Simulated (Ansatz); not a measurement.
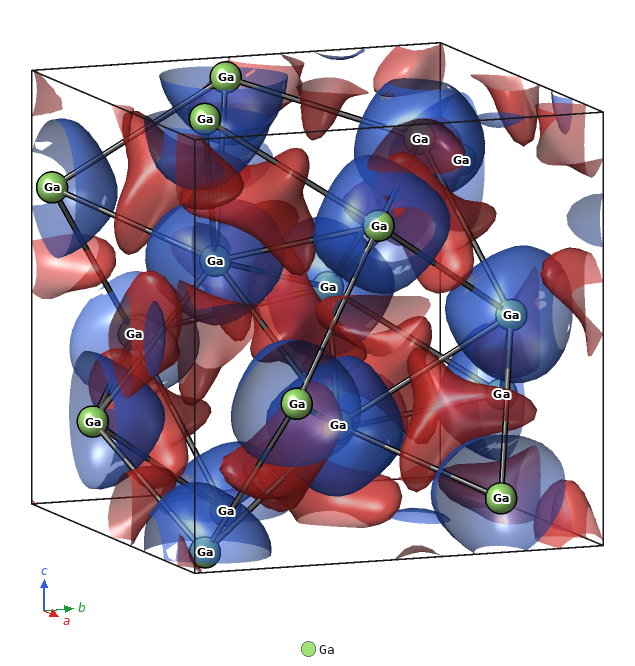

The picture shows: Ga. Bonding charge density, ρ(crystal) − Σ ρ(neutral atoms): red surfaces at +0.02 and blue ones at −0.02 e/Å³, in the conventional cell seen slightly off an axis (the regions close to the nuclei are left out). Cores are masked to 0.8 Å (Ga).

Space group I-43d; the calculation finds a residual pressure of about 4 GPa at this fixed cell.

Theory: DFT PBE, scalar-relativistic, plane waves, PAW (Ansatz).

Core electrons are frozen (PAW), so the fields are smoothed inside the atomic spheres.

```yaml
crystal:
  lattice:
    - [5.95100, 0.00000, 0.00000]
    - [0.00000, 5.95100, 0.00000]
    - [0.00000, 0.00000, 5.95100]
  atoms:
    - { symbol: Ga, position: [0.37500, 0.00000, 0.25000] }
    - { symbol: Ga, position: [0.87500, 0.50000, 0.75000] }
    - { symbol: Ga, position: [0.25000, 0.37500, 0.00000] }
    - { symbol: Ga, position: [0.75000, 0.87500, 0.50000] }
    - { symbol: Ga, position: [0.12500, 0.00000, 0.75000] }
    - { symbol: Ga, position: [0.62500, 0.50000, 0.25000] }
    - { symbol: Ga, position: [0.75000, 0.12500, 0.00000] }
    - { symbol: Ga, position: [0.25000, 0.62500, 0.50000] }
    - { symbol: Ga, position: [0.00000, 0.25000, 0.37500] }
    - { symbol: Ga, position: [0.50000, 0.75000, 0.87500] }
    - { symbol: Ga, position: [0.00000, 0.75000, 0.12500] }
    - { symbol: Ga, position: [0.50000, 0.25000, 0.62500] }
```

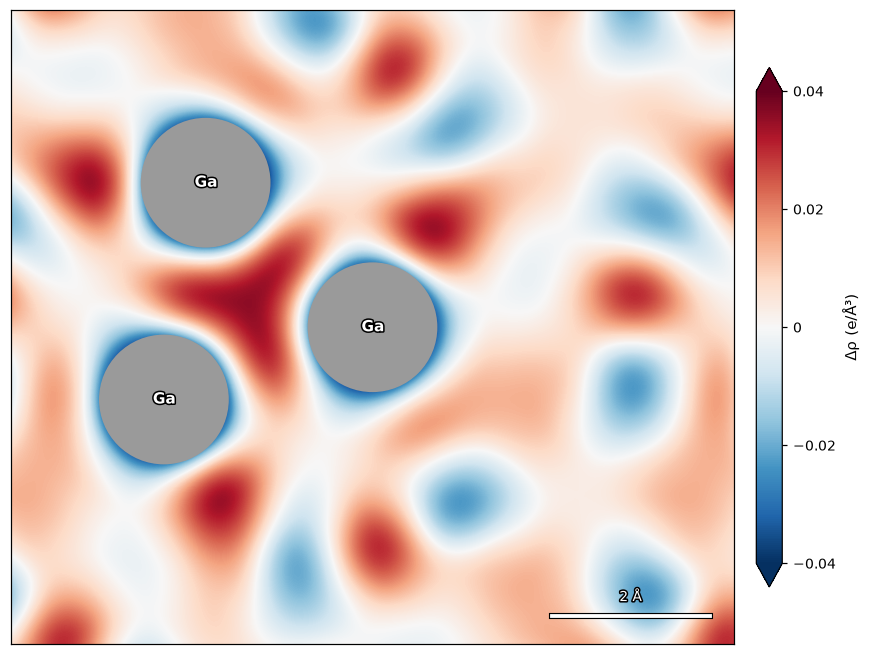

The same field as a map on the (111) plane of the conventional cell, with grey discs over the atomic cores.

What does the deformation density say about the bonding?

Ga–Ga (2.78 Å): Δρ is +0.03 e/Å³ at the midpoint.
Over the whole cell, outside the masked cores, the largest gain, 0.04 e/Å³, lies 1.6 Å from a gallium nucleus, and the largest loss lies at the edge of the masked core of Ga.
The rearranged charge, half the integral of |Δρ|, is about 0.13 e an atom.
